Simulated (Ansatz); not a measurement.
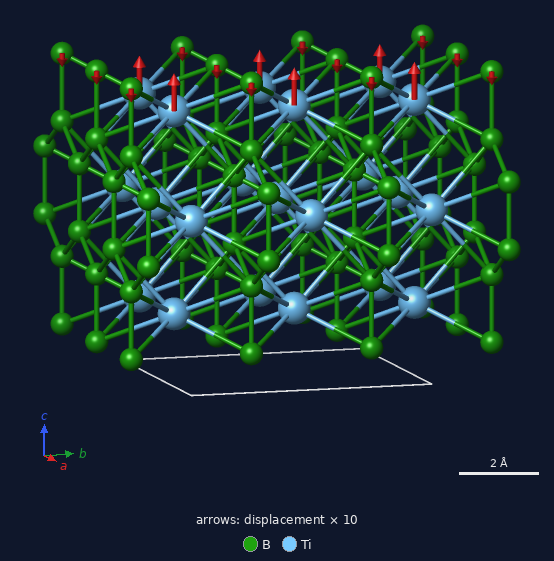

A constrained relaxation of a slab of composition TiB$_{2}$ (cut from the P6/mmm phase). The starting structure is drawn; red arrows show the displacements, 10 times their true length.

Style: ball-and-stick. Shown: the cell of the calculation, outlined in the plane, without the vacuum, slightly off an axis.

Case: clean slab, lower planes held. The slab is the (1 0 0) face of TiB2. 16 atoms are held fixed.

Theory: Ansatz 0.2.0, DFT PBE+D3(BJ), scalar-relativistic, plane waves, PAW.

Input file:
```yaml
crystal:
  lattice:
    - [6.0074565198, 0.0, 0.0]
    - [0.0, 6.3633101388, 0.0]
    - [0.0, 0.0, 22.9368132777]
  atoms:
    - { symbol: B, position: [0.5, 0.25, 0.3487842842] }
    - { symbol: B, position: [0.5, 0.75, 0.3487842842] }
    - { symbol: B, position: [0.0, 0.25, 0.3487842842] }
    - { symbol: B, position: [0.0, 0.75, 0.3487842842] }
    - { symbol: Ti, position: [0.25, 0.0, 0.3865882131] }
    - { symbol: Ti, position: [0.25, 0.5, 0.3865882131] }
    - { symbol: Ti, position: [0.75, 0.0, 0.3865882131] }
    - { symbol: Ti, position: [0.75, 0.5, 0.3865882131] }
    - { symbol: B, position: [0.5, 0.25, 0.4243921421] }
    - { symbol: B, position: [0.5, 0.75, 0.4243921421] }
    - { symbol: B, position: [0.0, 0.25, 0.4243921421] }
    - { symbol: B, position: [0.0, 0.75, 0.4243921421] }
    - { symbol: B, position: [0.75, 0.25, 0.462196071] }
    - { symbol: B, position: [0.75, 0.75, 0.462196071] }
    - { symbol: B, position: [0.25, 0.25, 0.462196071] }
    - { symbol: B, position: [0.25, 0.75, 0.462196071] }
    - { symbol: Ti, position: [0.5, 0.0, 0.5] }
    - { symbol: Ti, position: [0.5, 0.5, 0.5] }
    - { symbol: Ti, position: [0.0, 0.0, 0.5] }
    - { symbol: Ti, position: [0.0, 0.5, 0.5] }
    - { symbol: B, position: [0.75, 0.25, 0.537803929] }
    - { symbol: B, position: [0.75, 0.75, 0.537803929] }
    - { symbol: B, position: [0.25, 0.25, 0.537803929] }
    - { symbol: B, position: [0.25, 0.75, 0.537803929] }
    - { symbol: B, position: [0.0, 0.25, 0.5756078579] }
    - { symbol: B, position: [0.0, 0.75, 0.5756078579] }
    - { symbol: B, position: [0.5, 0.25, 0.5756078579] }
    - { symbol: B, position: [0.5, 0.75, 0.5756078579] }
    - { symbol: Ti, position: [0.75, 0.0, 0.6134117869] }
    - { symbol: Ti, position: [0.75, 0.5, 0.6134117869] }
    - { symbol: Ti, position: [0.25, 0.0, 0.6134117869] }
    - { symbol: Ti, position: [0.25, 0.5, 0.6134117869] }
    - { symbol: B, position: [0.0, 0.25, 0.6512157158] }
    - { symbol: B, position: [0.0, 0.75, 0.6512157158] }
    - { symbol: B, position: [0.5, 0.25, 0.6512157158] }
    - { symbol: B, position: [0.5, 0.75, 0.6512157158] }
basis:
  ecutwfc: 420
kpoints:
  mp_grid: { grid: [3, 3, 1] }
hamiltonian:
  xc: pbe
  dispersion: d3bj
scf:
  occupations: { method: gaussian, width: 0.1 }
output:
  forces: true
  eigenvalues: true
  write_density: true
  write_potential: true
  elf: true
  volumetric_format: npy
relax:
  adjacent_minimum: "off"
  f_tol: 0.03
  max_steps: 70
  constraints: [{ sites: [0, 1, 2, 3, 4, 5, 6, 7, 8, 9, 10, 11, 12, 13, 14, 15] }]
efield:
  axis: 3
  dipole_correction: true
  ramp_width: 0.04
```

Run as
```bash
ansatz run input.yaml --threads 4 --pin off --max-ram 12288MiB --backend cpu --events-out ev --progress --plain --runs-dir out
```

Question: Atoms of which element are displaced furthest, and by how much?

Answer: Titanium: up to 0.097 Å, against 0.035 Å for boron.

Question: What happened in the run?

Answer: The largest moves, 0.097 Å, are those of Ti29, Ti30, Ti31 and Ti32. Ti29 goes along the normal (+c). Largest moves by element: Ti 0.097 Å, B 0.035 Å. The cell stays as it was. Near-neighbour distances that change, for instance: Ti17–Ti29 3.004 → 3.075 Å, B21–Ti29 2.353 → 2.412 Å, B25–B33 1.734 → 1.682 Å, Ti29–B33 2.353 → 2.308 Å. Bond angles that change, for instance: Ti29–B33–Ti32 136.8° → 142.9°, B25–B33–Ti29 68.4° → 71.4°, Ti29–B33–Ti30 85.1° → 87.1°. After 3 geometry steps the energy has fallen by 0.297 eV per cell of the calculation. Largest force component: 1.1 eV/Å at the start, 0.0069 eV/Å at the end.
